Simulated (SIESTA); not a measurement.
**A series of single points on P**

System: P (R-3m, 2 atoms in the cell).
Method: Kohn-Sham DFT of a periodic cell, PBE, PseudoDojo 0.4 standard NC, numerical atomic orbitals, no spin polarisation (SIESTA 5.4.2).

The 7 runs differ only in the geometry, by an even scaling of the cell at fixed fractional positions. The structure derives from a Materials Project entry.

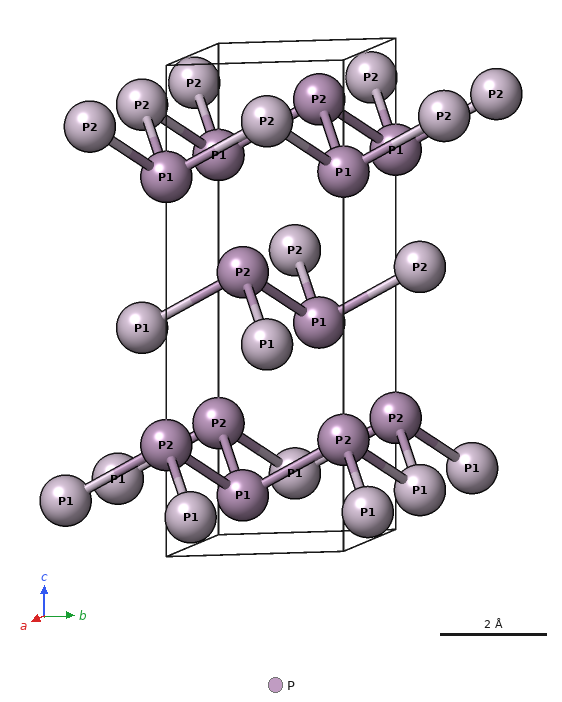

Figure 1. The structure of run 4 (ball-and-stick view of the cell 3 times as large as that of the calculation, set on its symmetry axes, seen slightly off an axis; neighbours outside the cell are drawn fainter; atoms are numbered from 1 in the order of the input).

## Input of run 4
```
SystemName                      P
SystemLabel                     P
NumberOfSpecies                 1
NumberOfAtoms                   2
%block ChemicalSpeciesLabel
  1  15 P
%endblock ChemicalSpeciesLabel
%include structure.fdf

%block kgrid.MonkhorstPack
    9   0   0  0.0
    0   9   0  0.0
    0   0   9  0.0
%endblock kgrid.MonkhorstPack
XC.Functional                   GGA
XC.Authors                      PBE
PAO.BasisSize                   DZP
PAO.EnergyShift                 0.002 Ry
Mesh.Cutoff                     500 Ry
OccupationFunction              FD
ElectronicTemperature           0.05 eV
MaxSCFIterations                120
SCF.MustConverge                false
SCF.Mixer.Method                Pulay
SCF.Mixer.Weight                0.25
SCF.Mixer.History               8
SCF.DM.Tolerance                5.0e-05
SCF.H.Tolerance                 1.0e-03 eV
WriteForces                     true
Charge.Mulliken                 end
Charge.Hirshfeld                end
Charge.Voronoi                  end
SaveRho                         true
SaveElectrostaticPotential      true
```

## File structure.fdf of run 4
```
LatticeConstant                 1.0 Ang
%block LatticeVectors
     1.7257251780     0.9963478961     3.1296800121
    -1.7257251780     0.9963478961     3.1296800121
     0.0000000000    -1.9926957921     3.1296800121
%endblock LatticeVectors
AtomicCoordinatesFormat         Fractional
%block AtomicCoordinatesAndAtomicSpecies
     0.7729197500     0.7729197500     0.7729197500  1  P
     0.2270802500     0.2270802500     0.2270802500  1  P
%endblock AtomicCoordinatesAndAtomicSpecies
```

Command:
```bash
siesta P.fdf > P.out 2>&1
```

Lattice vectors (Å) and fractional positions of run 4:
```
   1.725725    0.996348    3.129680
  -1.725725    0.996348    3.129680
   0.000000   -1.992696    3.129680
P   0.772920  0.772920  0.772920
P   0.227080  0.227080  0.227080
```

Run 6 has the same physical settings and fractional positions; its lattice vectors (Å) are:
```
   1.748435    1.009459    3.170865
  -1.748435    1.009459    3.170865
   0.000000   -2.018918    3.170865
```

## Results, with one run withheld

| run | volume per atom (Å³) | free energy per atom, from the lowest run given (meV) | pressure (GPa) |
| --- | --- | --- | --- |
| 1 | 15.175 | 46.46 | 10.35 |
| 2 | 15.498 | 28.24 | 7.79 |
| 3 | 15.821 | 14.84 | 5.57 |
| 4 | 16.144 | 5.73 | 3.53 |
| 5 | 16.467 | 0.42 | 1.78 |
| 6 | 16.789 | ? | ? |
| 7 | 17.112 | 0.00 | −1.51 |

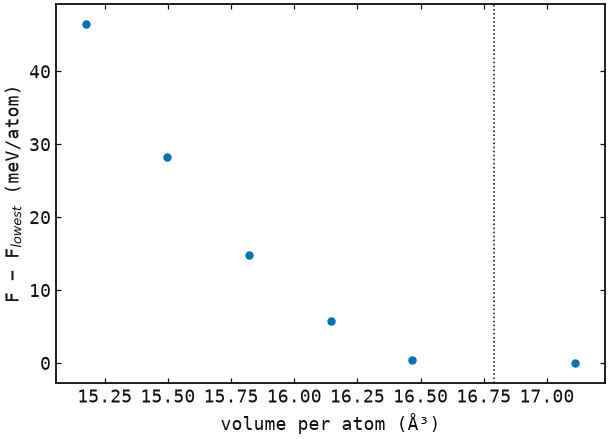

Figure 2. Free energy per atom of the runs given; the dotted line marks run 6.

Estimate the energy of run 6 from the others.

A cubic polynomial in V^(−2/3) (the Birch–Murnaghan form), fitted to the 6 runs given, misses them by at most 0.02 meV per atom. With x = V^(−2/3) − 0.15739 Å⁻², it reads F = 8.8584 + 4111.6 x + 4.1679e+05 x² + 5.5089e+05 x³ (meV per atom). At run 6 it gives −1.34 meV per atom, and the run itself gives −1.46. The slope of the fit gives a pressure −dF/dV of 0.09 GPa there, and the run prints 0.10 GPa. The fit has its minimum at 16.807 Å³ per atom, where V d²F/dV² gives 80.4 GPa. Cell shape and fractional positions are held, so this is the stiffness under even scaling; the relaxed bulk modulus wasn't computed.

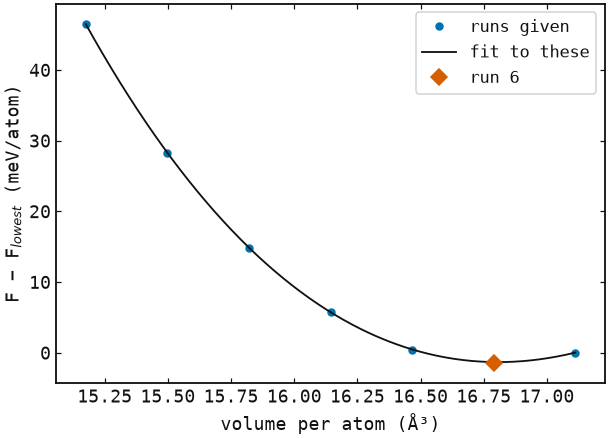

Figure 3. The fit and the withheld run.

## Some lines of the output (run 6)
```
[...]
outcell: Cell volume (Ang**3)        :     33.5790
stepf: Fermi-Dirac step function
siesta: Etot    =      -376.519857
siesta: FreeEng =      -376.521771
        iscf     Eharris(eV)        E_KS(eV)     FreeEng(eV)     dDmax    Ef(eV) dHmax(eV)
siesta: E_KS(eV) =             -376.5222
siesta: E_KS - E_eggbox =      -376.5222
siesta: Etot    =      -376.522200
siesta: FreeEng =      -376.523988
siesta:         Fermi =      -4.028666
siesta: Cell volume =         33.578954 Ang**3
    Orbital volume contribution        =           1.783761 eV
```

Notes: With a small basis of atomic orbitals these values can differ much from converged plane-wave results.
